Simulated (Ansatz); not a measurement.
Geometry relaxation of CoSi2 (part 3 of 3)

CoSi2 (slab, 24 atoms in the cell); DFT PBE+D3(BJ), scalar-relativistic, plane waves, PAW, no spin polarisation (Ansatz 0.2.0); cutoff 420 eV, 3×3×1 k-mesh, Gaussian smearing of 0.1 eV. The structure derives from an entry of the Crystallography Open Database. The input holds or restrains some coordinates. It belongs to a series of runs on one base structure; here: clean slab, lower planes held.

Geometry of the input (Å; fractional positions):
```
7.5013  0.0000  0.0000
-3.7507  6.4963  0.0000
0.0000  0.0000  20.5936
Si 0.5000  0.5000  0.3885
Si 0.5000  0.0000  0.3885
Si -0.0000  0.5000  0.3885
Si 0.0000  0.0000  0.3885
Co 0.3333  0.1667  0.4256
Co 0.3333  0.6667  0.4256
Co 0.8333  0.1667  0.4256
Co 0.8333  0.6667  0.4256
Si 0.6667  0.3333  0.4628
Si 0.6667  0.8333  0.4628
Si 0.1667  0.3333  0.4628
Si 0.1667  0.8333  0.4628
Si 0.8333  0.6667  0.5372
Si 0.8333  0.1667  0.5372
Si 0.3333  0.6667  0.5372
Si 0.3333  0.1667  0.5372
Co 0.6667  0.3333  0.5744
Co 0.6667  0.8333  0.5744
Co 0.1667  0.3333  0.5744
Co 0.1667  0.8333  0.5744
Si -0.0000  0.5000  0.6115
Si 0.0000  0.0000  0.6115
Si 0.5000  0.5000  0.6115
Si 0.5000  0.0000  0.6115
```

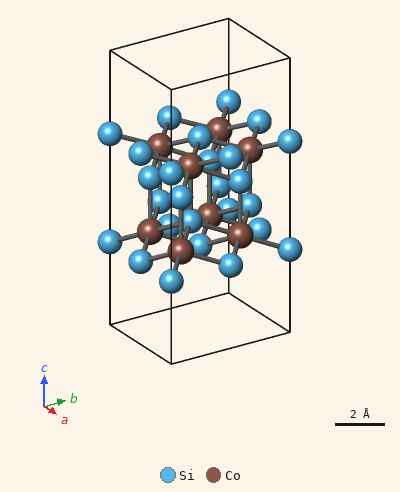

Figure 1. The geometry at step 3 of the log (ball-and-stick view of the cell of the calculation, with the vacuum cut short, seen slightly off an axis).

Output, continued:
```
  k-point 2: bands = ["-94.2216", "-94.2216", "-94.2216", "-94.2215", "-94.1938", "-94.1938", "-94.1938", "-94.1938", "-57.5764", "-57.5764", "-57.5761", "-57.5761", "-57.5761", "-57.5753", "-57.5753", "-57.5753", "-57.5666", "-57.5665", "-57.5663", "-57.5663", "-57.5663", "-57.5655", "-57.5655", "-57.5655", "-57.4624", "-57.4624", "-57.4624", "-57.4623", "-57.3958", "-57.3958", "-57.3958", "-57.3957", "-10.9873", "-10.9873", "-10.9873", "-8.9719", "-8.9719", "-8.9719", "-8.1807", "-8.1807", "-7.5314", "-6.8220", "-6.3620", "-6.3620", "-6.3620", "-5.5174", "-5.5174", "-5.5174", "-4.6611", "-4.6405", "-4.3487", "-4.3487", "-4.3487", "-3.9377", "-3.3095", "-3.3095", "-3.3095", "-3.1262", "-3.1262", "-3.1262", "-2.7062", "-2.6749", "-2.4425", "-2.4425", "-2.4425", "-2.1672", "-2.1672", "-2.1672", "-1.9665", "-1.9665", "-1.9665", "-1.7180", "-1.5054", "-1.4701", "-1.3323", "-1.3323", "-1.3323", "-1.1488", "-1.1488", "-1.1488", "-1.0865", "-0.9109", "-0.9109", "-0.9109", "-0.8990", "-0.8132", "-0.7831", "-0.7831", "-0.7831", "-0.7401", "-0.6023", "-0.6023", "-0.6023", "-0.2122", "-0.2122", "-0.2122", "0.2421", "0.2421", "0.2421", "0.4763", "0.5677", "0.5677", "0.5677", "0.6097", "1.1271", "1.5025", "2.2527", "2.2527", "2.2527", "3.1848", "3.1848", "3.1848", "3.8662", "3.8662", "3.8662", "4.2836", "4.4081", "4.4774", "4.4906", "4.4906", "4.4906", "4.5671", "4.5671", "4.5671"]
--- Relaxed structure (4 steps of the walk, 4 accepted, 0 SCFs on fresh bases) ---
  F+E_penalty+E_count = -51191.86155236 eV   max|allowed force component| = 3.204e-3 eV/Å
  atoms:
    - { symbol: Si, position: [0.49999999999999994, 0.49999999999999994, 0.3884702356] }
    - { symbol: Si, position: [0.49999999999999994, 0.0, 0.3884702356] }
    - { symbol: Si, position: [0.0, 0.49999999999999994, 0.3884702356] }
    - { symbol: Si, position: [0.0, 0.0, 0.3884702356] }
    - { symbol: Co, position: [0.3333333333333333, 0.16666666666666663, 0.42564682369999995] }
    - { symbol: Co, position: [0.3333333333333333, 0.6666666666666665, 0.42564682369999995] }
    - { symbol: Co, position: [0.8333333333333333, 0.16666666666666663, 0.42564682369999995] }
    - { symbol: Co, position: [0.8333333333333334, 0.6666666666666665, 0.42564682369999995] }
    - { symbol: Si, position: [0.6666666666666665, 0.33333333333333337, 0.4628234119] }
    - { symbol: Si, position: [0.6666666666666665, 0.8333333333333333, 0.4628234119] }
    - { symbol: Si, position: [0.16666666666666666, 0.33333333333333337, 0.4628234119] }
    - { symbol: Si, position: [0.16666666666666657, 0.8333333333333333, 0.4628234119] }
    - { symbol: Si, position: [0.8333333333333334, 0.6666666666666665, 0.5355749039453516] }
    - { symbol: Si, position: [0.8333333333333333, 0.16666666666666663, 0.5355749039453516] }
    - { symbol: Si, position: [0.3333333333333333, 0.6666666666666665, 0.5355749039453516] }
    - { symbol: Si, position: [0.3333333333333333, 0.16666666666666663, 0.5355749039453516] }
    - { symbol: Co, position: [0.6666666666666665, 0.33333333333333337, 0.575963294049306] }
    - { symbol: Co, position: [0.6666666666666665, 0.8333333333333333, 0.575963294049306] }
    - { symbol: Co, position: [0.16666666666666666, 0.33333333333333337, 0.575963294049306] }
    - { symbol: Co, position: [0.16666666666666657, 0.8333333333333333, 0.575963294049306] }
    - { symbol: Si, position: [0.0, 0.49999999999999994, 0.6100581670456413] }
    - { symbol: Si, position: [-2.99021780049017e-19, -1.3154122983797483e-31, 0.6100581670456413] }
    - { symbol: Si, position: [0.49999999999999994, 0.49999999999999994, 0.6100581670456413] }
    - { symbol: Si, position: [0.49999999999999994, -8.094464830612663e-32, 0.6100581670456413] }
```

Trajectory as extended XYZ (Å, eV, eV/Å), 4 frames, from step=1 to step=4:
```
24
Lattice="7.5013 0.0000 0.0000 -3.7507 6.4963 0.0000 0.0000 0.0000 20.5936" Properties=species:S:1:pos:R:3:forces:R:3 step=1 energy=-51191.77754
Si    1.8753    3.2482    8.0000    0.0000   0.0000   0.3392
Si    3.7507    0.0000    8.0000    0.0000   0.0000   0.3392
Si   -1.8753    3.2482    8.0000    0.0000   0.0000   0.3392
Si    0.0000    0.0000    8.0000    0.0000   0.0000   0.3392
Co    1.8753    1.0827    8.7656    0.0000   0.0000  -0.6069
Co    0.0000    4.3309    8.7656    0.0000   0.0000  -0.6069
Co    5.6260    1.0827    8.7656    0.0000   0.0000  -0.6069
Co    3.7507    4.3309    8.7656    0.0000   0.0000  -0.6069
Si    3.7507    2.1654    9.5312    0.0000   0.0000   0.3372
Si    1.8753    5.4136    9.5312    0.0000   0.0000   0.3372
Si    0.0000    2.1654    9.5312    0.0000   0.0000   0.3372
Si   -1.8753    5.4136    9.5312    0.0000   0.0000   0.3372
Si    3.7507    4.3309   11.0624    0.0000   0.0000  -0.3371
Si    5.6260    1.0827   11.0624    0.0000   0.0000  -0.3371
Si    0.0000    4.3309   11.0624    0.0000   0.0000  -0.3371
Si    1.8753    1.0827   11.0624    0.0000   0.0000  -0.3371
Co    3.7507    2.1654   11.8280    0.0000   0.0000   0.6069
Co    1.8753    5.4136   11.8280    0.0000   0.0000   0.6069
Co    0.0000    2.1654   11.8280    0.0000   0.0000   0.6069
Co   -1.8753    5.4136   11.8280    0.0000   0.0000   0.6069
Si   -1.8753    3.2482   12.5936    0.0000   0.0000  -0.3392
Si    0.0000    0.0000   12.5936    0.0000   0.0000  -0.3392
Si    1.8753    3.2482   12.5936    0.0000   0.0000  -0.3392
Si    3.7507    0.0000   12.5936    0.0000   0.0000  -0.3392
24
Lattice="7.5013 0.0000 0.0000 -3.7507 6.4963 0.0000 0.0000 0.0000 20.5936" Properties=species:S:1:pos:R:3:forces:R:3 step=2 energy=-51191.83631
Si    1.8753    3.2482    8.0000    0.0000   0.0000   0.3224
Si    3.7507    0.0000    8.0000    0.0000   0.0000   0.3224
Si   -1.8753    3.2482    8.0000    0.0000   0.0000   0.3224
Si    0.0000    0.0000    8.0000    0.0000   0.0000   0.3224
Co    1.8753    1.0827    8.7656    0.0000   0.0000  -0.6367
Co    0.0000    4.3309    8.7656    0.0000   0.0000  -0.6367
Co    5.6260    1.0827    8.7656    0.0000   0.0000  -0.6367
Co    3.7507    4.3309    8.7656    0.0000   0.0000  -0.6367
Si    3.7507    2.1654    9.5312    0.0000   0.0000   0.3430
Si    1.8753    5.4136    9.5312    0.0000   0.0000   0.3430
Si    0.0000    2.1654    9.5312    0.0000   0.0000   0.3430
Si   -1.8753    5.4136    9.5312    0.0000   0.0000   0.3430
Si    3.7507    4.3309   11.0500    0.0000   0.0000  -0.2329
Si    5.6260    1.0827   11.0500    0.0000   0.0000  -0.2329
Si    0.0000    4.3309   11.0500    0.0000   0.0000  -0.2329
Si    1.8753    1.0827   11.0500    0.0000   0.0000  -0.2329
Co    3.7507    2.1654   11.8385    0.0000   0.0000   0.3262
Co    1.8753    5.4136   11.8385    0.0000   0.0000   0.3262
Co    0.0000    2.1654   11.8385    0.0000   0.0000   0.3262
Co   -1.8753    5.4136   11.8385    0.0000   0.0000   0.3262
Si   -1.8753    3.2482   12.5668    0.0000   0.0000  -0.1226
Si    0.0000    0.0000   12.5668    0.0000   0.0000  -0.1226
Si    1.8753    3.2482   12.5668    0.0000   0.0000  -0.1226
Si    3.7507    0.0000   12.5668    0.0000   0.0000  -0.1226
24
Lattice="7.5013 0.0000 0.0000 -3.7507 6.4963 0.0000 0.0000 0.0000 20.5936" Properties=species:S:1:pos:R:3:forces:R:3 step=3 energy=-51191.85989
Si    1.8753    3.2482    8.0000    0.0000   0.0000   0.3047
Si    3.7507    0.0000    8.0000    0.0000   0.0000   0.3047
Si   -1.8753    3.2482    8.0000    0.0000   0.0000   0.3047
Si    0.0000    0.0000    8.0000    0.0000   0.0000   0.3047
Co    1.8753    1.0827    8.7656    0.0000   0.0000  -0.6717
Co    0.0000    4.3309    8.7656    0.0000   0.0000  -0.6717
Co    5.6260    1.0827    8.7656    0.0000   0.0000  -0.6717
Co    3.7507    4.3309    8.7656    0.0000   0.0000  -0.6717
Si    3.7507    2.1654    9.5312    0.0000   0.0000   0.3752
Si    1.8753    5.4136    9.5312    0.0000   0.0000   0.3752
Si    0.0000    2.1654    9.5312    0.0000   0.0000   0.3752
Si   -1.8753    5.4136    9.5312    0.0000   0.0000   0.3752
Si    3.7507    4.3309   11.0344    0.0000   0.0000  -0.0664
Si    5.6260    1.0827   11.0344    0.0000   0.0000  -0.0664
Si    0.0000    4.3309   11.0344    0.0000   0.0000  -0.0664
Si    1.8753    1.0827   11.0344    0.0000   0.0000  -0.0664
Co    3.7507    2.1654   11.8573    0.0000   0.0000   0.0027
Co    1.8753    5.4136   11.8573    0.0000   0.0000   0.0027
Co    0.0000    2.1654   11.8573    0.0000   0.0000   0.0027
Co   -1.8753    5.4136   11.8573    0.0000   0.0000   0.0027
Si   -1.8753    3.2482   12.5546    0.0000   0.0000   0.0549
Si    0.0000    0.0000   12.5546    0.0000   0.0000   0.0549
Si    1.8753    3.2482   12.5546    0.0000   0.0000   0.0549
Si    3.7507    0.0000   12.5546    0.0000   0.0000   0.0549
24
Lattice="7.5013 0.0000 0.0000 -3.7507 6.4963 0.0000 0.0000 0.0000 20.5936" Properties=species:S:1:pos:R:3:forces:R:3 step=4 energy=-51191.86155
Si    1.8753    3.2482    8.0000    0.0000   0.0000   0.3013
Si    3.7507    0.0000    8.0000    0.0000   0.0000   0.3013
Si   -1.8753    3.2482    8.0000    0.0000   0.0000   0.3013
Si    0.0000    0.0000    8.0000    0.0000   0.0000   0.3013
Co    1.8753    1.0827    8.7656    0.0000   0.0000  -0.6806
Co    0.0000    4.3309    8.7656    0.0000   0.0000  -0.6806
Co    5.6260    1.0827    8.7656    0.0000   0.0000  -0.6806
Co    3.7507    4.3309    8.7656    0.0000   0.0000  -0.6806
Si    3.7507    2.1654    9.5312    0.0000   0.0000   0.3763
Si    1.8753    5.4136    9.5312    0.0000   0.0000   0.3763
Si    0.0000    2.1654    9.5312    0.0000   0.0000   0.3763
Si   -1.8753    5.4136    9.5312    0.0000   0.0000   0.3763
Si    3.7507    4.3309   11.0294    0.0000   0.0000   0.0014
Si    5.6260    1.0827   11.0294    0.0000   0.0000   0.0014
Si    0.0000    4.3309   11.0294    0.0000   0.0000   0.0014
Si    1.8753    1.0827   11.0294    0.0000   0.0000   0.0014
Co    3.7507    2.1654   11.8612    0.0000   0.0000  -0.0017
Co    1.8753    5.4136   11.8612    0.0000   0.0000  -0.0017
Co    0.0000    2.1654   11.8612    0.0000   0.0000  -0.0017
Co   -1.8753    5.4136   11.8612    0.0000   0.0000  -0.0017
Si   -1.8753    3.2482   12.5633    0.0000   0.0000   0.0032
Si    0.0000    0.0000   12.5633    0.0000   0.0000   0.0032
Si    1.8753    3.2482   12.5633    0.0000   0.0000   0.0032
Si    3.7507    0.0000   12.5633    0.0000   0.0000   0.0032
```

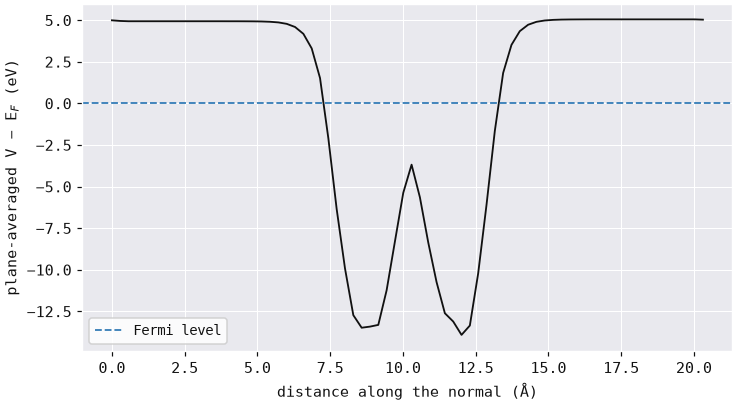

Figure 2. Plane average of the electrostatic potential energy of an electron across the cell, from the Fermi level. The vacuum level lies 5.05 eV above the Fermi level on the upper side and 4.94 eV on the lower.

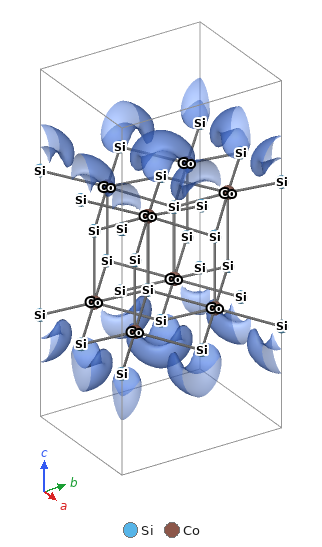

Figure 3. Isosurface of the electron localisation function at 0.8 (blue), seen slightly off an axis. Only the valence region is drawn (cores and ρ < 0.01 e/Å³ removed). Sticks mark near contacts. Counts are for one cell; the picture repeats the cell along the surface.  Values along the shortest contacts: Co–Si (2.26 Å): the ELF peaks at about 0.75 between the atoms. Co–Si (2.32 Å): the ELF is about 0.50 at the midpoint. The fields are those of the smooth PAW valence density.

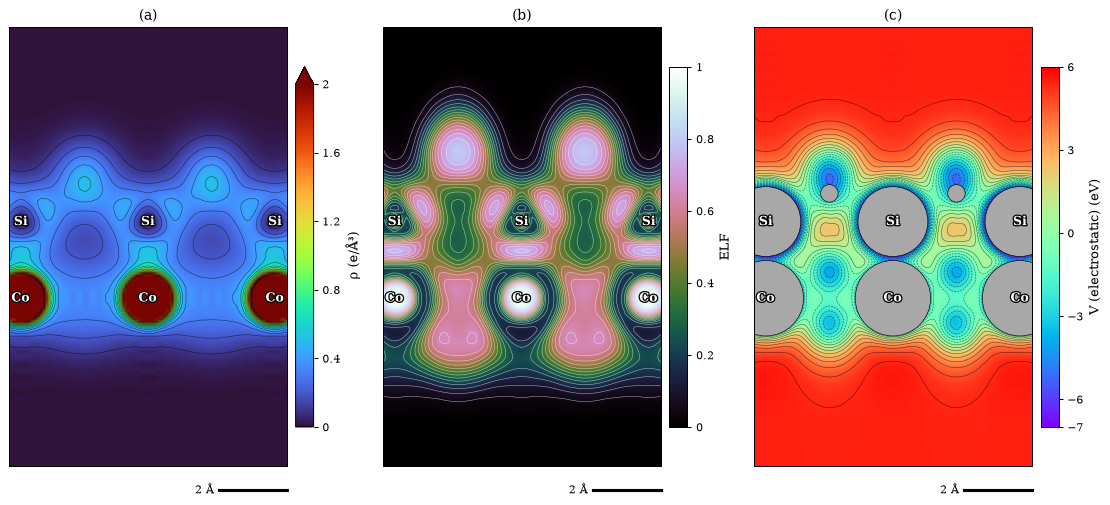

Figure 4. (a) valence pseudo-density; (b) electron localisation function; (c) electrostatic potential (local pseudopotential plus Hartree) felt by an electron on the (100) plane of the calculation cell, a cut from vacuum to vacuum. Grey discs, where drawn, cover atomic cores. Atoms in the plane: Co and Si. Co–Si (2.26 Å): ρ is about 0.57 e/Å³ halfway; the ELF peaks at about 0.75 between the atoms. The density dies away to nearly zero in the vacuum. The strong features right at Co lie inside the PAW spheres (semicore, d or f shells) and say nothing about bonding.
